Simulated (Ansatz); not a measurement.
System: GeS (slab).

The calculation's input:

```
crystal:
  lattice:
    - [3.5897086654, 0.0, 0.0]
    - [0.0, 4.5471733621, 0.0]
    - [0.0, 0.0, 28.8871826238]
  atoms:
    - { symbol: Ge, position: [0.75, 0.6357285249, 0.1730871461] }
    - { symbol: S, position: [0.25, 0.9868015271, 0.183310983] }
    - { symbol: S, position: [0.75, 0.4868015271, 0.2542313313] }
    - { symbol: Ge, position: [0.25, 0.1357285249, 0.2644551681] }
    - { symbol: Ge, position: [0.75, 0.8642714751, 0.3605730414] }
    - { symbol: S, position: [0.25, 0.5131984729, 0.3707968782] }
    - { symbol: S, position: [0.75, 0.0131984729, 0.4417172265] }
    - { symbol: Ge, position: [0.25, 0.3642714751, 0.4519410634] }
    - { symbol: Ge, position: [0.75, 0.6357285249, 0.5480589366] }
    - { symbol: S, position: [0.25, 0.9868015271, 0.5582827735] }
    - { symbol: S, position: [0.75, 0.4868015271, 0.6292031218] }
    - { symbol: Ge, position: [0.25, 0.1357285249, 0.6394269586] }
    - { symbol: Ge, position: [0.75, 0.8642714751, 0.7355448319] }
    - { symbol: S, position: [0.25, 0.5131984729, 0.7457686687] }
    - { symbol: S, position: [0.75, 0.0131984729, 0.816689017] }
    - { symbol: Ge, position: [0.25, 0.3642714751, 0.8269128539] }
basis:
  ecutwfc: 500
kpoints:
  mp_grid: { grid: [8, 6, 1] }
hamiltonian:
  xc: r2scan
scf:
  occupations: { method: gaussian, width: 0.05 }
output:
  forces: true
  stress: true
  eigenvalues: true
  write_density: true
  write_potential: true
  elf: true
  volumetric_format: npy
efield:
  axis: 3
  dipole_correction: true
  ramp_width: 0.04
```

Run with:

```sh
ansatz run input.yaml --threads 2 --pin off --max-ram 5120MiB --backend cpu --events-out ev --progress --plain --runs-dir out
```

All numbers below come from Ansatz 0.2.0, DFT r2SCAN, scalar-relativistic, plane waves, PAW.

### What will maps of the valence pseudo-density and electron localisation function show?

Ge–S (2.44 Å): the density is about 0.5 e/Å³ at the midpoint; the ELF peaks at about 0.90 in the valence shell of S, 0.9 Å from its nucleus, and is about 0.70 at the midpoint.

### Metal or insulator at this level of theory?

It is gapped, with a Kohn–Sham gap of 1.5 eV on the k-point mesh, an upper bound to the gap of this method.

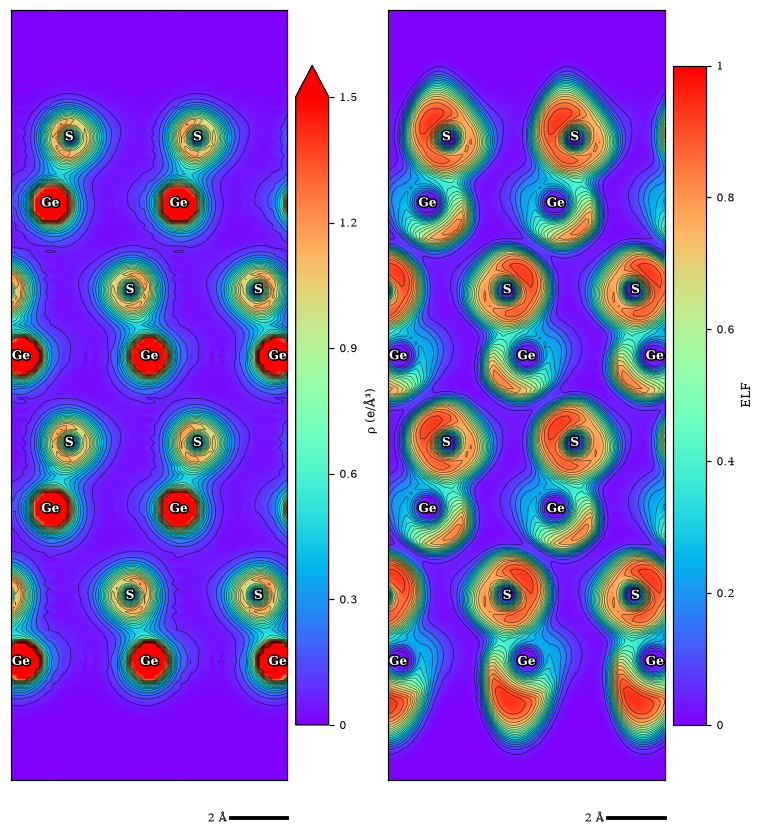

Computed valence pseudo-density and electron localisation function on the (100) plane of the calculation cell, a cut from vacuum to vacuum, in this order. 

In a PAW calculation such maps are meaningful between the atoms, not at the nuclei.
